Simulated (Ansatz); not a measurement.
**Run report: TaSi$_{2}$, geometry relaxation (part 2 of 2)**

The same run, continued: TaSi$_{2}$ (P6₂22, 9 atoms in the cell); DFT PBEsol, scalar-relativistic, plane waves, PAW, no spin polarisation (Ansatz 0.2.0); cutoff 420 eV, 6×6×4 k-mesh, Gaussian smearing of 0.1 eV. The structure derives from an entry of the Crystallography Open Database.

Geometry of the input (Å; fractional positions):
```
4.7800  0.0000  0.0000
-2.3900  4.1396  0.0000
0.0000  0.0000  6.5640
Ta 0.5000  0.0000  0.5000
Ta 0.5000  0.5000  0.8333
Ta -0.0000  0.5000  0.1667
Si 0.1666  0.3333  0.5000
Si 0.8334  0.1666  0.8333
Si 0.6667  0.8334  0.1667
Si 0.8334  0.6667  0.5000
Si 0.1666  0.8334  0.8333
Si 0.3333  0.1666  0.1667
```

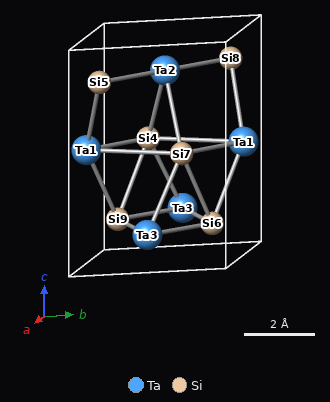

*The geometry at step 2 of the log (ball-and-stick view of the cell of the calculation, seen slightly off an axis; atoms are numbered from 1 in the order of the input).*

### What the program printed, continued
```
relax step   4: F+E_penalty+E_count = -33153.70882891 eV  Δ(F+E_penalty+E_count) = -1.205e-3 eV  max|allowed force component| = 1.454e-3 eV/Å  Δτ_max = 0.0010 Å  P = -0.074 GPa  Ω = 128.713 Å³  energy of the carried Pulay correction = +3.587e-4 eV  (3 SCF iters, dr2 threshold 9.00e-7 eV, accepted)
Initial wavefunctions: pseudopotential atomic-orbital guess (no wavefunctions were taken with the density)
iter 1 solved again at ethr=3.39e-7 eV; its pass at ethr=3.10e-3 eV (dr2=2.14e-4 eV) is discarded
SCF iter   1: F=—  HF=-33153.708557 eV  |F-HF|=—  |Δ(HF+E_count)|=         —  Δρ=2.66e-5  dr2=6.48e-7  ethr=3.39e-7  ⟨swp⟩=3.1  Hψ=6048  notcnv=0
preconditioner: auto → Kerker (q_TF=auto, 2.422 Å⁻¹)  [metal: Δε(μ)=0.099 eV  Ē_g=7.412 eV  σ=0.100 eV  W_gap=0.45  n_scr=22 (ndim 8)  ℏωp=20.4 eV  f_vac=0.000  D(μ)=3.32/eV (n_scr^D=22)]
SCF iter   2: F=—  HF=-33153.708482 eV  |F-HF|=—  |Δ(HF+E_count)|=   7.52e-5  Δρ=1.60e-5  dr2=2.55e-7  ethr=1.03e-9  ⟨swp⟩=2.0  Hψ=1271  notcnv=0
SCF iter   3: F=-33153.708482 eV  HF=-33153.708482 eV  |F-HF|=1.16e-10  |Δ(HF+E_count)|=   7.86e-8  Δρ=1.42e-6  dr2=8.90e-10  ethr=1.43e-11  ⟨swp⟩=5.9  Hψ=4108  notcnv=0
SCF 5 converged in 3 iterations: F = -33153.708482 eV  dr2 = 8.90e-10
relax step   5: F+E_penalty+E_count = -33153.70848220 eV  Δ(F+E_penalty+E_count) = +3.467e-4 eV  max|allowed force component| = 1.479e-3 eV/Å  Δτ_max = 0.0000 Å  P = -0.080 GPa  Ω = 128.713 Å³  stress off target by 1.19e-1 GPa  SCF on the basis re-selected at this cell (its energy is not comparable with the rows above)  (3 SCF iters)
basis re-selected at this cell: Δ(F+E_penalty+E_count) = +3.467e-4 eV, ΔP = -0.006 GPa vs the last step (what re-selecting the basis moved, of the pressure what is left beyond the Pulay correction that the steps carried, after the strain that the cell walked since its last selection, with what the two solves' SCF thresholds leave and, on support functions, any second-order correction that the steps lacked; it is no measure of the basis error at this ecutwfc). This SCF's stress stands 1.19e-1 GPa from its target on what of the cell is left free (relax.cell.stress_tol is 5.00e-1 GPa) and its largest allowed force component is 1.48e-3 eV/Å (relax.f_tol is 5.00e-2 eV/Å): within both
SCF converged after 3 iterations
Free energy (F): -33153.708482 eV
Harris-Foulkes:  -33153.708482 eV  (|F-HF|=1.16e-10)
Internal energy: -33153.691882 eV  (E = F + TS)
E sigma→0 (E₀):  -33153.700182 eV
Entropy (-TS):   -0.016600 eV (-1.844 meV/atom)
Fermi energy:    15.276291 eV
--- Per-component energies (eV) ---
  E_band       = -249.226750
  E_kinetic    = 1365.190490
  E_local      = -2327.346311  (includes V_loc(G=0)·N_el)
  E_nonlocal   = 205.440445
  E_hartree    = 890.584091
  E_xc         = -992.733772
  E_vxc        = -910.370969  (∫ρ·V_xc dr)
  E_paw        = -27812.658360  (= ΣΔE_a)
  E_vpaw       = -363.309579  (= ΣTr[D̂ρ^β])
  E_aug_tail   = 0.000463  (compensation charges beyond the density's cutoff)
  E_ewald      = -4482.999233
  E_core_change = 0.830303  (= ΣΔE_core)
  E_smearing   = -0.016600  (= −TS)
  E_closure    = -0.000000  (closes the sum)
  Σ components = -33153.708482   (vs F -33153.708482, Δ=0.00e0)
--- Forces (eV/Å), atoms counted from 1 ---
  atom   1  Ta    -0.00000000    -0.00000000     0.00000000
  atom   2  Ta    -0.00000000     0.00000000     0.00000000
  atom   3  Ta    -0.00000000    -0.00000000    -0.00000000
  atom   4  Si    -0.00000000    -0.00147868    -0.00000000
  atom   5  Si     0.00128058    -0.00073934     0.00000000
  atom   6  Si     0.00128058     0.00073934    -0.00000000
  atom   7  Si     0.00000000     0.00147868    -0.00000000
  atom   8  Si    -0.00128058     0.00073934     0.00000000
  atom   9  Si    -0.00128058    -0.00073934    -0.00000000
  max |Σ_I F_I| component: 6.55e-17 eV/Å
--- Stress (GPa, compression-positive) ---
       -0.059951      -0.000000      -0.000000
        0.000000      -0.059951       0.000000
       -0.000000      -0.000000      -0.118957
  P = ⅓ Tr σ = -0.0796 GPa (-0.796 kbar)
--- Band table (eV; the first three rows and the last of 21) ---
  k-point 0: bands = ["-52.2721", "-52.2559", "-52.2559", "-18.9823", "-18.9823", "-18.9727", "-18.9085", "-18.9085", "-18.8109", "-18.8067", "-18.7950", "-18.7950", "1.8410", "5.1683", "5.1683", "8.6816", "9.3883", "9.3883", "9.3894", "9.3894", "10.4931", "11.3741", "11.3741", "11.7531", "12.7255", "12.7255", "12.7690", "12.7690", "12.8982", "13.0604", "13.0604", "13.7972", "15.9713", "18.3081", "18.3081", "18.7773", "18.8912", "18.8937", "19.2298", "19.2298", "19.3674"]
  k-point 1: bands = ["-52.2706", "-52.2612", "-52.2519", "-19.0196", "-18.9620", "-18.9285", "-18.9149", "-18.9114", "-18.8275", "-18.8181", "-18.8109", "-18.7691", "2.0867", "3.8765", "6.4421", "8.8866", "9.0110", "9.3295", "9.7556", "9.8748", "10.3074", "10.4405", "10.7956", "11.1523", "12.5291", "12.8215", "12.9868", "13.0203", "13.1476", "13.2459", "13.7055", "14.2607", "16.6865", "17.5788", "18.1033", "18.6450", "18.7637", "18.8171", "19.1578", "19.2383", "19.4051"]
  k-point 2: bands = ["-52.2666", "-52.2666", "-52.2505", "-19.0328", "-18.9354", "-18.9354", "-18.9181", "-18.8715", "-18.8715", "-18.8194", "-18.8194", "-18.7587", "2.7951", "2.7951", "7.2271", "8.8719", "8.9110", "9.3805", "9.3805", "10.2557", "10.2557", "10.3389", "10.3389", "11.0493", "12.4748", "12.5967", "12.5967", "12.9916", "13.3208", "13.5103", "13.5103", "16.3782", "16.3782", "17.9653", "17.9653", "18.7187", "18.7840", "18.7840", "18.8509", "18.9267", "19.2129"]
  k-point 20: bands = ["-52.2665", "-52.2586", "-52.2586", "-19.0203", "-18.9993", "-18.9993", "-18.8846", "-18.8846", "-18.8345", "-18.7958", "-18.7958", "-18.7768", "4.8180", "4.8180", "5.3634", "6.2151", "6.2151", "7.3011", "10.0014", "10.3942", "10.3942", "10.7548", "12.4590", "12.4590", "12.7174", "12.7174", "12.7541", "12.9152", "14.5345", "14.5345", "15.1243", "15.1243", "16.2191", "16.8536", "16.8536", "17.6123", "18.1680", "18.1680", "18.8116", "18.8517", "18.8517"]
--- Relaxed structure (4 steps of the walk, 4 accepted, 1 SCFs on fresh bases) ---
  F+E_penalty+E_count = -33153.70848220 eV   max|allowed force component| = 1.479e-3 eV/Å   (the final SCF, on the basis selected at the relaxed cell)
  cell:  # Å, volume = 128.7131 Å³
    - [4.758334393993865, 1.4542531663120237e-33, 3.9809862750731535e-19]
    - [-2.3791671969969324, 4.120838464899919, -1.9904931375365739e-19]
    - [5.466777676727244e-19, 5.824619346402719e-34, 6.5642066215819606]
  atoms:
    - { symbol: Ta, position: [0.5, 7.754088674187995e-36, 0.5] }
    - { symbol: Ta, position: [0.5, 0.5, 0.8333333333333334] }
    - { symbol: Ta, position: [-1.9148078662523888e-20, 0.5, 0.16666666666666666] }
    - { symbol: Si, position: [0.1596058648376393, 0.3192117296752786, 0.5] }
    - { symbol: Si, position: [0.8403941351623606, 0.1596058648376393, 0.8333333333333334] }
    - { symbol: Si, position: [0.6807882703247214, 0.8403941351623608, 0.16666666666666666] }
    - { symbol: Si, position: [0.8403941351623607, 0.6807882703247213, 0.5] }
    - { symbol: Si, position: [0.15960586483763944, 0.8403941351623608, 0.8333333333333334] }
    - { symbol: Si, position: [0.3192117296752786, 0.1596058648376393, 0.16666666666666666] }
```

### Trajectory as extended XYZ (Å, eV, eV/Å), 5 frames, from step=1 to step=5
```
9
Lattice="4.7800 0.0000 0.0000 -2.3900 4.1396 0.0000 0.0000 0.0000 6.5640" Properties=species:S:1:pos:R:3:forces:R:3 step=1 energy=-33153.56844 pressure_GPa=-1.24
Ta    2.3900    0.0000    3.2820    0.0000   0.0000   0.0000
Ta    1.1950    2.0698    5.4700    0.0000   0.0000   0.0000
Ta   -1.1950    2.0698    1.0940    0.0000   0.0000   0.0000
Si    0.0000    1.3797    3.2820    0.0000  -0.7173   0.0000
Si    3.5851    0.6899    5.4700    0.6212  -0.3586   0.0000
Si    1.1951    3.4497    1.0940    0.6212   0.3586   0.0000
Si    2.3900    2.7599    3.2820    0.0000   0.7173   0.0000
Si   -1.1951    3.4497    5.4700   -0.6212   0.3586   0.0000
Si    1.1949    0.6899    1.0940   -0.6212  -0.3586   0.0000
9
Lattice="4.7345 0.0000 0.0000 -2.3673 4.1002 0.0000 0.0000 0.0000 6.5982" Properties=species:S:1:pos:R:3:forces:R:3 step=2 energy=-33153.69380 pressure_GPa=0.69
Ta    2.3673    0.0000    3.2991    0.0000   0.0000   0.0000
Ta    1.1836    2.0501    5.4985    0.0000   0.0000   0.0000
Ta   -1.1836    2.0501    1.0997    0.0000   0.0000   0.0000
Si    0.0000    1.3010    3.2991    0.0000   0.1436   0.0000
Si    3.6079    0.6505    5.4985   -0.1243   0.0718   0.0000
Si    1.2406    3.4497    1.0997   -0.1243  -0.0718   0.0000
Si    2.3673    2.7993    3.2991    0.0000  -0.1436   0.0000
Si   -1.2406    3.4497    5.4985    0.1243  -0.0718   0.0000
Si    1.1267    0.6505    1.0997    0.1243   0.0718   0.0000
9
Lattice="4.7665 0.0000 0.0000 -2.3832 4.1279 0.0000 0.0000 0.0000 6.5559" Properties=species:S:1:pos:R:3:forces:R:3 step=3 energy=-33153.70762 pressure_GPa=-0.42
Ta    2.3832    0.0000    3.2779    0.0000   0.0000   0.0000
Ta    1.1916    2.0639    5.4632    0.0000   0.0000   0.0000
Ta   -1.1916    2.0639    1.0926    0.0000   0.0000   0.0000
Si    0.0000    1.3166    3.2779    0.0000   0.0036   0.0000
Si    3.6262    0.6583    5.4632   -0.0031   0.0018   0.0000
Si    1.2430    3.4695    1.0926   -0.0031  -0.0018   0.0000
Si    2.3832    2.8112    3.2779    0.0000  -0.0036   0.0000
Si   -1.2430    3.4695    5.4632    0.0031  -0.0018   0.0000
Si    1.1402    0.6583    1.0926    0.0031   0.0018   0.0000
9
Lattice="4.7583 0.0000 0.0000 -2.3792 4.1208 0.0000 0.0000 0.0000 6.5642" Properties=species:S:1:pos:R:3:forces:R:3 step=4 energy=-33153.70883 pressure_GPa=-0.07
Ta    2.3792    0.0000    3.2821    0.0000   0.0000   0.0000
Ta    1.1896    2.0604    5.4702    0.0000   0.0000   0.0000
Ta   -1.1896    2.0604    1.0940    0.0000   0.0000   0.0000
Si    0.0000    1.3154    3.2821    0.0000  -0.0015   0.0000
Si    3.6191    0.6577    5.4702    0.0013  -0.0007   0.0000
Si    1.2400    3.4631    1.0940    0.0013   0.0007   0.0000
Si    2.3792    2.8054    3.2821    0.0000   0.0015   0.0000
Si   -1.2400    3.4631    5.4702   -0.0013   0.0007   0.0000
Si    1.1392    0.6577    1.0940   -0.0013  -0.0007   0.0000
9
Lattice="4.7583 0.0000 0.0000 -2.3792 4.1208 0.0000 0.0000 0.0000 6.5642" Properties=species:S:1:pos:R:3:forces:R:3 step=5 energy=-33153.70848 pressure_GPa=-0.08
Ta    2.3792    0.0000    3.2821    0.0000   0.0000   0.0000
Ta    1.1896    2.0604    5.4702    0.0000   0.0000   0.0000
Ta   -1.1896    2.0604    1.0940    0.0000   0.0000   0.0000
Si    0.0000    1.3154    3.2821    0.0000  -0.0015   0.0000
Si    3.6191    0.6577    5.4702    0.0013  -0.0007   0.0000
Si    1.2400    3.4631    1.0940    0.0013   0.0007   0.0000
Si    2.3792    2.8054    3.2821    0.0000   0.0015   0.0000
Si   -1.2400    3.4631    5.4702   -0.0013   0.0007   0.0000
Si    1.1392    0.6577    1.0940   -0.0013  -0.0007   0.0000
```

### Key numbers

```tsv
quantity	value
outcome	converged
space group (tolerance 0.01 Å)	P6₂22 (180)
electrons treated	63
free energy	−33153.7085 eV
Fermi energy	15.276 eV
gap on the k-point mesh	none (metallic)
pressure	−0.08 GPa
final volume	128.71 Å³
largest force (length of the vector) at the end	0.001 eV/Å
final cell	a = 4.758 Å, b = 4.758 Å, c = 6.564 Å, α = 90.00°, β = 90.00°, γ = 120.00°
hardware	2 threads of Intel Xeon (Granite Rapids), 192 GiB of memory available, shared host
wall time	12 s (CPU time 24 s)
peak memory	0.47 GiB
```

### Remarks

Spin–orbit coupling is left out, which matters for Ta.
